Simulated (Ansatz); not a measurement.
## GaN: geometry relaxation

The run: geometry relaxation of GaN (F-43m, 2 atoms in the cell). Method and program: DFT PBEsol, scalar-relativistic, plane waves, PAW, no spin polarisation (Ansatz 0.2.0).

The structure derives from a Materials Project entry.

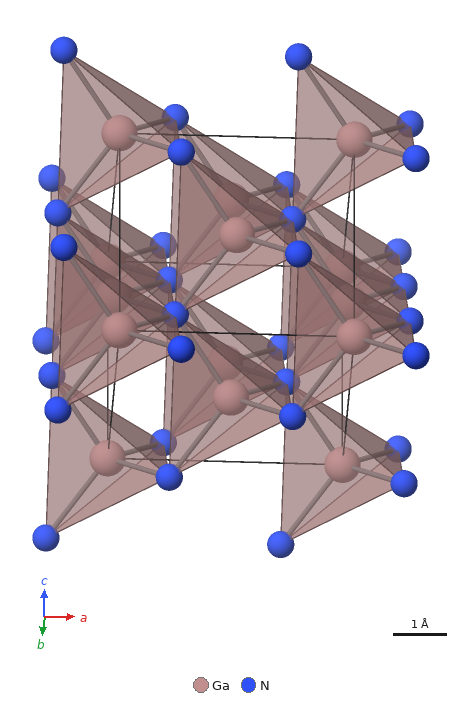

Fig. 1: The input geometry (polyhedral view of the cell 4 times as large as that of the calculation, set on its symmetry axes, seen at an oblique angle; polyhedra are completed across the faces of the cell). An atom can appear more than once, as a periodic image.

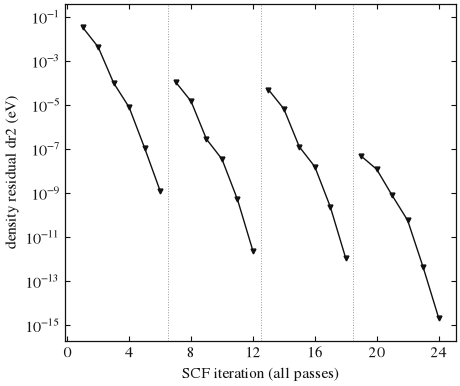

Fig. 2: Convergence of the self-consistent field: density residual dr2 against the SCF iteration. The dotted lines part the SCF passes of the relaxation: geometry steps, rejected trials and re-solves on a re-selected basis. The passes take 6, 6, 6 and 6 iterations.

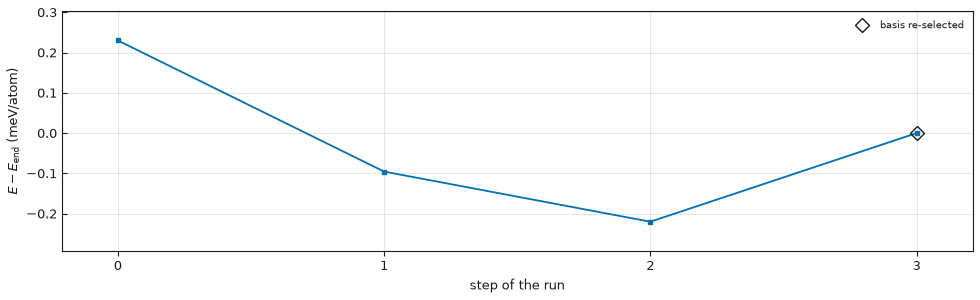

Fig. 3: Progress of the relaxation, step by step (the first geometry is step 0 here and step 1 in the log). Over 2 geometry steps the energy falls by 0.5 meV per atom. All forces vanish by symmetry, so only the cell relaxes. Pressure: −1.11 GPa at the start and −0.02 GPa at the end. The atoms keep their places relative to the cell (all moves are under 0.005 Å). Cell: a = b = c 4.507 → 4.498 Å (−0.2 %). Volume −0.6 %. The space group stays F-43m (No. 216). A last SCF at the same geometry on a re-selected plane-wave basis shifts the energy by +0.2 meV per atom.

These pictures come from the run below.

Input file:
```yaml
crystal:
  lattice:
    - [0.0, 2.2535006075, 2.2535006075]
    - [2.2535006075, 0.0, 2.2535006075]
    - [2.2535006075, 2.2535006075, 0.0]
  atoms:
    - { symbol: Ga, position: [0.0, 0.0, 0.0] }
    - { symbol: "N", position: [0.75, 0.75, 0.75] }
basis:
  ecutwfc: 420
kpoints:
  mp_grid: { grid: [10, 10, 10] }
hamiltonian:
  xc: pbesol
scf:
  occupations: { method: gaussian, width: 0.02 }
output:
  forces: true
  stress: true
  eigenvalues: true
relax:
  adjacent_minimum: "off"
  f_tol: 0.005
  max_steps: 80
  cell: { stress_tol: 0.05 }
```

Run as:
```bash
ansatz run input.yaml --threads 2 --pin off --max-ram 5120MiB --backend cpu --events-out ev --progress --plain --runs-dir out
```

Log:
```
Engine: ansatz 0.2.0, x86_64-unknown-linux-gnu
Pseudopotentials: kind: paw
Pseudopotential: Ga, paw, valence charge 13, recommended cutoff 420 eV (normal), Ga.paw.azcp
Pseudopotential: N, paw, valence charge 5, recommended cutoff 420 eV (normal), N.paw.azcp
Functional definition: PBEsol
  exchange = pbesol_x
  correlation = pbesol_c
Crystal: 2 atoms, lattice volume = 22.888 Å³
Basis set: ecut = 420 eV, 459 PW (Γ), exchange–correlation on 48×48×48 points (8 copies of the dense FFT grid, shifted against one another)
Bands: 13, of which v1, the nominal top of the filled ones, is band 9 counted from 1 (8 counted from 0)
Symmetry: 24 space group operations
Space group: F-43m (ITA 216), of the structure as read, at distance tolerance 2.8e-5 Å
k-points: 47 of 1000 (time reversal used)
Non-local potential: Ga, projectors of the file, l = 0: 2, l = 1: 2, l = 2: 3, l = 3: 1
Non-local potential: N, projectors of the file, l = 0: 2, l = 1: 2, l = 2: 1
PAW form: soft (Blöchl's): semilocal exchange-correlation on the pseudo side does not see the compensation charge
PAW frozen core: Ga, regenerated for the run's functional, and the local potential with it (the file was generated under x = pbe(κ = 0.804, μ = 0.2195149727645171), c = pbe(β = 0.06672455060314922))
PAW frozen core: N, regenerated for the run's functional, and the local potential with it (the file was generated under x = pbe(κ = 0.804, μ = 0.2195149727645171), c = pbe(β = 0.06672455060314922))
PAW one-centre angular grid: Ga, 590 points (default); XC on 64 Gauss nodes
PAW one-centre angular grid: N, 110 points (default); XC on 64 Gauss nodes
Initial density: superposition of atomic densities (neutral atoms: chi_scale 0, normalization atom), corrected by the library's trained network
Initial wavefunctions: pseudopotential atomic-orbital guess
Functional: x = pbesol(κ = 0.804, μ = 0.12345679012345678), c = pbesol(β = 0.046)
SCF iter   1: F=—  HF=-4122.844166 eV  |F-HF|=—  |Δ(HF+E_count)|=         —  Δρ=1.23e-2  dr2=3.37e-2  ethr=1.77e-3  ⟨swp⟩=5.0  Hψ=3272  notcnv=0
preconditioner: auto → none  [insulator: Δε(μ)=1.570 eV  Ē_g=18.624 eV  σ=0.020 eV  W_gap=1.00  n_scr=8 (ndim 8)  ℏωp=32.9 eV  f_vac=0.001  D(μ)=0.00/eV (n_scr^D=0)  ε∞_Penn≈4.1]
SCF iter   2: F=—  HF=-4122.835734 eV  |F-HF|=—  |Δ(HF+E_count)|=   8.43e-3  Δρ=4.09e-3  dr2=4.34e-3  ethr=1.87e-4  ⟨swp⟩=2.0  Hψ=1171  notcnv=0
SCF iter   3: F=—  HF=-4122.834651 eV  |F-HF|=—  |Δ(HF+E_count)|=   1.08e-3  Δρ=1.03e-3  dr2=1.01e-4  ethr=2.41e-5  ⟨swp⟩=2.5  Hψ=1078  notcnv=0
SCF iter   4: F=—  HF=-4122.834565 eV  |F-HF|=—  |Δ(HF+E_count)|=   8.55e-5  Δρ=3.23e-4  dr2=7.99e-6  ethr=5.62e-7  ⟨swp⟩=2.1  Hψ=977  notcnv=0
SCF iter   5: F=—  HF=-4122.834565 eV  |F-HF|=—  |Δ(HF+E_count)|=   8.81e-8  Δρ=2.69e-5  dr2=1.14e-7  ethr=4.44e-8  ⟨swp⟩=2.0  Hψ=970  notcnv=0
SCF iter   6: F=-4122.834565 eV  HF=-4122.834565 eV  |F-HF|=5.20e-10  |Δ(HF+E_count)|=   1.87e-8  Δρ=3.81e-6  dr2=1.30e-9  ethr=5.56e-10  ⟨swp⟩=4.1  Hψ=1929  notcnv=0
SCF 1 converged in 6 iterations: F = -4122.834565 eV  dr2 = 1.30e-9
  greatest PAW one-centre occupation: 0.995 electrons in one spin orbital (limit 2), on the Ga atom at site 0 (counted from 0), in its partial waves of l = 2
relax step   1: F+E_penalty+E_count = -4122.83456517 eV  Δ(F+E_penalty+E_count) = +0.000e0 eV  max|allowed force component| = 1.943e-16 eV/Å  Δτ_max = 0.0000 Å  P = -1.109 GPa  Ω = 22.888 Å³  (6 SCF iters, dr2 threshold 1.00e-7 eV, accepted)
Crystal: 2 atoms, lattice volume = 22.808 Å³
Initial density: handed on by an earlier stage of this run
Initial wavefunctions: those handed on with the density
iter 1 solved again at ethr=6.28e-7 eV; its pass at ethr=3.10e-3 eV (dr2=1.13e-4 eV) is discarded
SCF iter   1: F=—  HF=-4122.835245 eV  |F-HF|=—  |Δ(HF+E_count)|=         —  Δρ=6.63e-4  dr2=1.13e-4  ethr=6.28e-7  ⟨swp⟩=1.6  Hψ=3469  notcnv=0
preconditioner: auto → none  [insulator: Δε(μ)=1.692 eV  Ē_g=18.684 eV  σ=0.020 eV  W_gap=1.00  n_scr=8 (ndim 8)  ℏωp=33.0 eV  f_vac=0.000  D(μ)=0.00/eV (n_scr^D=0)  ε∞_Penn≈4.1]
SCF iter   2: F=—  HF=-4122.835219 eV  |F-HF|=—  |Δ(HF+E_count)|=   2.54e-5  Δρ=2.26e-4  dr2=1.50e-5  ethr=6.27e-7  ⟨swp⟩=1.8  Hψ=768  notcnv=0
SCF iter   3: F=—  HF=-4122.835216 eV  |F-HF|=—  |Δ(HF+E_count)|=   3.12e-6  Δρ=4.85e-5  dr2=2.83e-7  ethr=8.32e-8  ⟨swp⟩=2.4  Hψ=867  notcnv=0
iter 4 did not close the SCF: its close was put off for the readings that it lacked (scf_convergence_deferred on its scf_iter line)
SCF iter   4: F=-4122.835216 eV  HF=-4122.835216 eV  |F-HF|=5.03e-9  |Δ(HF+E_count)|=   2.18e-7  Δρ=1.78e-5  dr2=3.52e-8  ethr=1.57e-9  ⟨swp⟩=2.1  Hψ=1001  notcnv=0
iter 5 did not close the SCF: its close was put off for the readings that it lacked (scf_convergence_deferred on its scf_iter line)
SCF iter   5: F=-4122.835216 eV  HF=-4122.835216 eV  |F-HF|=6.28e-11  |Δ(HF+E_count)|=   1.05e-8  Δρ=2.10e-6  dr2=5.25e-10  ethr=1.96e-10  ⟨swp⟩=2.2  Hψ=976  notcnv=0
SCF iter   6: F=-4122.835216 eV  HF=-4122.835216 eV  |F-HF|=2.73e-12  |Δ(HF+E_count)|=  2.52e-10  Δρ=1.49e-7  dr2=2.41e-12  ethr=2.92e-12  ⟨swp⟩=1.3  Hψ=1828  notcnv=0
SCF 2 converged in 6 iterations: F = -4122.835216 eV  dr2 = 2.41e-12
relax step   2: F+E_penalty+E_count = -4122.83521615 eV  Δ(F+E_penalty+E_count) = -6.510e-4 eV  max|allowed force component| = 7.864e-17 eV/Å  Δτ_max = 0.0000 Å  P = -0.445 GPa  Ω = 22.808 Å³  energy of the carried Pulay correction = +2.625e-4 eV  (6 SCF iters, dr2 threshold 2.00e-7 eV, accepted)
Crystal: 2 atoms, lattice volume = 22.754 Å³
iter 1 solved again at ethr=2.82e-7 eV; its pass at ethr=3.10e-3 eV (dr2=5.08e-5 eV) is discarded
SCF iter   1: F=—  HF=-4122.835477 eV  |F-HF|=—  |Δ(HF+E_count)|=         —  Δρ=4.45e-4  dr2=5.06e-5  ethr=2.82e-7  ⟨swp⟩=1.6  Hψ=3458  notcnv=0
preconditioner: auto → none  [insulator: Δε(μ)=1.705 eV  Ē_g=18.701 eV  σ=0.020 eV  W_gap=1.00  n_scr=8 (ndim 8)  ℏωp=33.0 eV  f_vac=0.000  D(μ)=0.00/eV (n_scr^D=0)  ε∞_Penn≈4.1]
SCF iter   2: F=—  HF=-4122.835466 eV  |F-HF|=—  |Δ(HF+E_count)|=   1.07e-5  Δρ=1.52e-4  dr2=6.71e-6  ethr=2.81e-7  ⟨swp⟩=1.8  Hψ=770  notcnv=0
SCF iter   3: F=—  HF=-4122.835465 eV  |F-HF|=—  |Δ(HF+E_count)|=   1.39e-6  Δρ=3.27e-5  dr2=1.27e-7  ethr=3.73e-8  ⟨swp⟩=2.4  Hψ=860  notcnv=0
iter 4 did not close the SCF: its close was put off for the readings that it lacked (scf_convergence_deferred on its scf_iter line)
SCF iter   4: F=-4122.835465 eV  HF=-4122.835465 eV  |F-HF|=2.36e-9  |Δ(HF+E_count)|=   9.73e-8  Δρ=1.20e-5  dr2=1.59e-8  ethr=7.07e-10  ⟨swp⟩=2.1  Hψ=1009  notcnv=0
iter 5 did not close the SCF: its close was put off for the readings that it lacked (scf_convergence_deferred on its scf_iter line)
SCF iter   5: F=-4122.835465 eV  HF=-4122.835465 eV  |F-HF|=3.37e-11  |Δ(HF+E_count)|=   5.14e-9  Δρ=1.42e-6  dr2=2.43e-10  ethr=8.82e-11  ⟨swp⟩=2.1  Hψ=979  notcnv=0
SCF iter   6: F=-4122.835465 eV  HF=-4122.835465 eV  |F-HF|=1.82e-12  |Δ(HF+E_count)|=  1.13e-10  Δρ=1.02e-7  dr2=1.11e-12  ethr=1.35e-12  ⟨swp⟩=1.0  Hψ=1810  notcnv=0
SCF 3 converged in 6 iterations: F = -4122.835465 eV  dr2 = 1.11e-12
relax step   3: F+E_penalty+E_count = -4122.83546496 eV  Δ(F+E_penalty+E_count) = -2.488e-4 eV  max|allowed force component| = 4.163e-17 eV/Å  Δτ_max = 0.0000 Å  P = +0.004 GPa  Ω = 22.754 Å³  energy of the carried Pulay correction = +4.378e-4 eV  (6 SCF iters, dr2 threshold 2.00e-7 eV, accepted)
Initial wavefunctions: pseudopotential atomic-orbital guess (no wavefunctions were taken with the density)
iter 1 solved again at ethr=1.71e-8 eV; its pass at ethr=3.10e-3 eV (dr2=3.08e-6 eV) is discarded
SCF iter   1: F=—  HF=-4122.835025 eV  |F-HF|=—  |Δ(HF+E_count)|=         —  Δρ=3.61e-5  dr2=4.79e-8  ethr=1.71e-8  ⟨swp⟩=3.1  Hψ=5015  notcnv=0
preconditioner: auto → none  [insulator: Δε(μ)=1.702 eV  Ē_g=18.701 eV  σ=0.020 eV  W_gap=1.00  n_scr=8 (ndim 8)  ℏωp=33.0 eV  f_vac=0.000  D(μ)=0.00/eV (n_scr^D=0)  ε∞_Penn≈4.1]
SCF iter   2: F=—  HF=-4122.835025 eV  |F-HF|=—  |Δ(HF+E_count)|=   1.62e-7  Δρ=1.81e-5  dr2=1.21e-8  ethr=2.66e-10  ⟨swp⟩=2.1  Hψ=964  notcnv=0
SCF iter   3: F=—  HF=-4122.835025 eV  |F-HF|=—  |Δ(HF+E_count)|=   2.19e-8  Δρ=3.37e-6  dr2=7.86e-10  ethr=6.73e-11  ⟨swp⟩=2.0  Hψ=1034  notcnv=0
SCF iter   4: F=—  HF=-4122.835025 eV  |F-HF|=—  |Δ(HF+E_count)|=  5.12e-10  Δρ=9.30e-7  dr2=5.82e-11  ethr=4.37e-12  ⟨swp⟩=2.0  Hψ=1034  notcnv=0
iter 5 did not close the SCF: its close was put off for the readings that it lacked (scf_convergence_deferred on its scf_iter line)
SCF iter   5: F=-4122.835025 eV  HF=-4122.835025 eV  |F-HF|=9.09e-13  |Δ(HF+E_count)|=  4.00e-11  Δρ=8.69e-8  dr2=4.39e-13  ethr=1.00e-12  ⟨swp⟩=2.0  Hψ=886  notcnv=0
SCF iter   6: F=-4122.835025 eV  HF=-4122.835025 eV  |F-HF|=9.09e-13  |Δ(HF+E_count)|=  2.73e-12  Δρ=6.77e-9  dr2=2.22e-15  ethr=1.00e-12  ⟨swp⟩=3.0  Hψ=2239  notcnv=0
SCF 4 converged in 6 iterations: F = -4122.835025 eV  dr2 = 2.22e-15
relax step   4: F+E_penalty+E_count = -4122.83502510 eV  Δ(F+E_penalty+E_count) = +4.399e-4 eV  max|allowed force component| = 4.163e-17 eV/Å  Δτ_max = 0.0000 Å  P = -0.020 GPa  Ω = 22.754 Å³  stress off target by 1.99e-2 GPa  SCF on the basis re-selected at this cell (its energy is not comparable with the rows above)  (6 SCF iters)
basis re-selected at this cell: Δ(F+E_penalty+E_count) = +4.399e-4 eV, ΔP = -0.024 GPa vs the last step (what re-selecting the basis moved, of the pressure what is left beyond the Pulay correction that the steps carried, after the strain that the cell walked since its last selection, with what the two solves' SCF thresholds leave and, on support functions, any second-order correction that the steps lacked; it is no measure of the basis error at this ecutwfc). This SCF's stress stands 1.99e-2 GPa from its target on what of the cell is left free (relax.cell.stress_tol is 5.00e-2 GPa) and its largest allowed force component is 4.16e-17 eV/Å (relax.f_tol is 5.00e-3 eV/Å): within both
SCF converged after 6 iterations
Free energy (F): -4122.835025 eV
Harris-Foulkes:  -4122.835025 eV  (|F-HF|=9.09e-13)
Internal energy: -4122.835025 eV  (E = F + TS)
E sigma→0 (E₀):  -4122.835025 eV
Fermi energy:    10.449673 eV
--- Per-component energies (eV) ---
  E_band       = -6.796664
  E_kinetic    = 246.672873
  E_local      = -1945.354599  (includes V_loc(G=0)·N_el)
  E_nonlocal   = 475.427673
  E_hartree    = 893.640426
  E_xc         = -127.706835
  E_vxc        = -133.880404  (∫ρ·V_xc dr)
  E_paw        = -2075.875475  (= ΣΔE_a)
  E_vpaw       = -436.943180  (= ΣTr[D̂ρ^β])
  E_aug_tail   = 0.000120  (compensation charges beyond the density's cutoff)
  E_ewald      = -1590.530284
  E_core_change = 0.891077  (= ΣΔE_core)
  E_smearing   = -0.000000  (= −TS)
  E_closure    = 0.000000  (closes the sum)
  Σ components = -4122.835025   (vs F -4122.835025, Δ=0.00e0)
--- Forces (eV/Å), atoms counted from 1 ---
  atom   1  Ga    -0.00000000     0.00000000     0.00000000
  atom   2  N      0.00000000     0.00000000    -0.00000000
  max |Σ_I F_I| component: 4.63e-17 eV/Å
--- Stress (GPa, compression-positive) ---
       -0.019853      -0.000000      -0.000000
       -0.000000      -0.019853      -0.000000
       -0.000000       0.000000      -0.019853
  P = ⅓ Tr σ = -0.0199 GPa (-0.199 kbar)
--- Band table (eV; the first three rows and the last of 47) ---
  k-point 0: bands = ["-6.3768", "-3.8877", "-3.8877", "-3.8877", "-3.5616", "-3.5616", "9.5987", "9.5987", "9.5987", "11.3004", "19.8367", "19.8367", "19.8367"]
  k-point 1: bands = ["-6.2642", "-3.8738", "-3.8738", "-3.8493", "-3.5630", "-3.5630", "8.4878", "9.4905", "9.4905", "12.1614", "19.3342", "20.0025", "20.0025"]
  k-point 2: bands = ["-5.9807", "-3.8417", "-3.8417", "-3.6864", "-3.5619", "-3.5619", "6.6589", "9.2228", "9.2228", "13.2345", "18.5529", "20.2664", "20.2664"]
  k-point 46: bands = ["-5.2764", "-3.7469", "-3.6991", "-3.5648", "-3.5346", "-1.5745", "3.7769", "5.9347", "5.9558", "15.3285", "17.8015", "20.2650", "20.6469"]
--- Relaxed structure (3 steps of the walk, 3 accepted, 1 SCFs on fresh bases) ---
  F+E_penalty+E_count = -4122.83502510 eV   max|allowed force component| = 4.163e-17 eV/Å   (the final SCF, on the basis selected at the relaxed cell)
  cell:  # Å, volume = 22.7544 Å³
    - [-5.222756333717979e-34, 2.249115072038466, 2.249115072038466]
    - [2.249115072038466, 1.044551266743596e-33, 2.249115072038466]
    - [2.249115072038466, 2.249115072038466, 5.732293537007539e-34]
  atoms:
    - { symbol: Ga, position: [3.3829468122443402e-34, -3.5253866780230494e-34, -3.596606610912404e-34] }
    - { symbol: N, position: [0.75, 0.75, 0.75] }
```

Trajectory as extended XYZ (Å, eV, eV/Å), 4 frames, from step=1 to step=4:
```
2
Lattice="0.0000 2.2535 2.2535 2.2535 0.0000 2.2535 2.2535 2.2535 0.0000" Properties=species:S:1:pos:R:3:forces:R:3 step=1 energy=-4122.83457 pressure_GPa=-1.11
Ga    0.0000    0.0000    0.0000    0.0000   0.0000   0.0000
N     3.3803    3.3803    3.3803    0.0000   0.0000   0.0000
2
Lattice="0.0000 2.2509 2.2509 2.2509 0.0000 2.2509 2.2509 2.2509 0.0000" Properties=species:S:1:pos:R:3:forces:R:3 step=2 energy=-4122.83522 pressure_GPa=-0.44
Ga    0.0000    0.0000    0.0000    0.0000   0.0000   0.0000
N     3.3763    3.3763    3.3763    0.0000   0.0000   0.0000
2
Lattice="0.0000 2.2491 2.2491 2.2491 0.0000 2.2491 2.2491 2.2491 0.0000" Properties=species:S:1:pos:R:3:forces:R:3 step=3 energy=-4122.83547 pressure_GPa=0.00
Ga    0.0000    0.0000    0.0000    0.0000   0.0000   0.0000
N     3.3737    3.3737    3.3737    0.0000   0.0000   0.0000
2
Lattice="0.0000 2.2491 2.2491 2.2491 0.0000 2.2491 2.2491 2.2491 0.0000" Properties=species:S:1:pos:R:3:forces:R:3 step=4 energy=-4122.83503 pressure_GPa=-0.02
Ga    0.0000    0.0000    0.0000    0.0000   0.0000   0.0000
N     3.3737    3.3737    3.3737    0.0000   0.0000   0.0000
```

Summary:

| quantity | value |
| --- | --- |
| outcome | converged |
| space group (tolerance 0.01 Å) | F-43m (216) |
| electrons treated | 18 |
| free energy | −4122.8350 eV |
| Fermi energy | 10.450 eV |
| gap on the k-point mesh | 1.70 eV |
| pressure | −0.02 GPa |
| final volume | 22.75 Å³ |
| largest force (length of the vector) at the end | under 0.001 eV/Å |
| final cell | a = 3.181 Å, b = 3.181 Å, c = 3.181 Å, α = 60.00°, β = 60.00°, γ = 60.00° |
| hardware | 2 threads of Intel Xeon @ 2.50GHz (Skylake/Cascade Lake), 189 GiB of memory available, shared host |
| wall time | 11 s (CPU time 19 s) |
| peak memory | 0.33 GiB |
